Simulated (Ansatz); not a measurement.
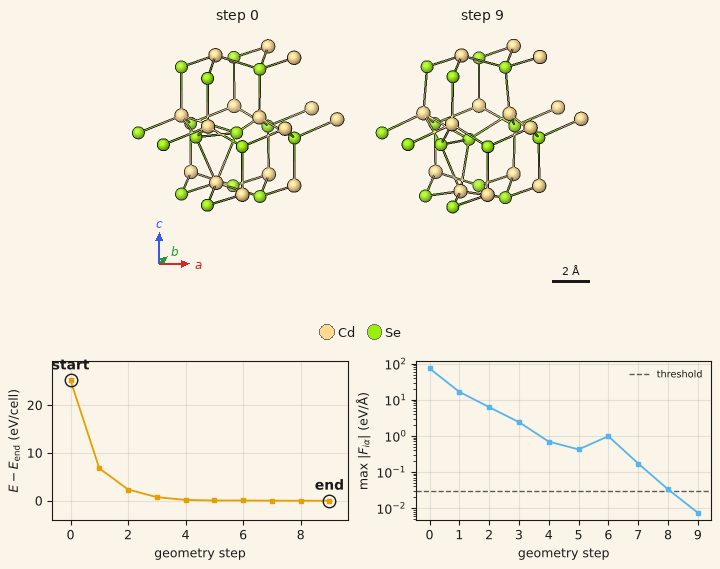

First and last geometry of a relaxation of a defect cell of composition Cd48Se49 (cell charge +1), with the history of the run. A ball-and-stick model of the atoms within 5.8 Å of the atom that moves most (axes of the cell of the calculation (origin shifted)), seen slightly off an axis.

Level of theory: DFT, PBEsol, PAW, plane waves in Ansatz. Settings: plane-wave cutoff 420 eV; k-point mesh 1 × 1 × 1; mesh shifted by (0.25, 0.25, 0.25); collinear spin; atoms relaxed in a fixed cell; force threshold 0.03 eV/Å; at most 80 steps.

### Did the run converge, and what did it change?

It converged. After 9 geometry steps the energy has fallen by 25.160 eV per cell of the calculation. The largest force component goes from 74 to 0.0074 eV/Å. A Se atom moves most: 0.92 Å roughly along [−3 1 −2]. By element the largest moves are Se 0.92 Å, Cd 0.47 Å. The cell stays as it was. Among the contacts that change: Cd–Se 1.496 → 2.653 Å, Cd–Se 2.012 → 2.658 Å, Cd–Se 2.596 → 2.946 Å, Cd–Se 3.222 → 2.887 Å. Among the angles between lasting bonds that change: Cd–Se–Cd 86.7° → 111.8°, Se–Cd–Se 114.0° → 92.4°, Cd–Se–Cd 145.3° → 125.6°.

Limits of the set-up: the cell is charged, on a uniform background, and energies carry no finite-size correction.
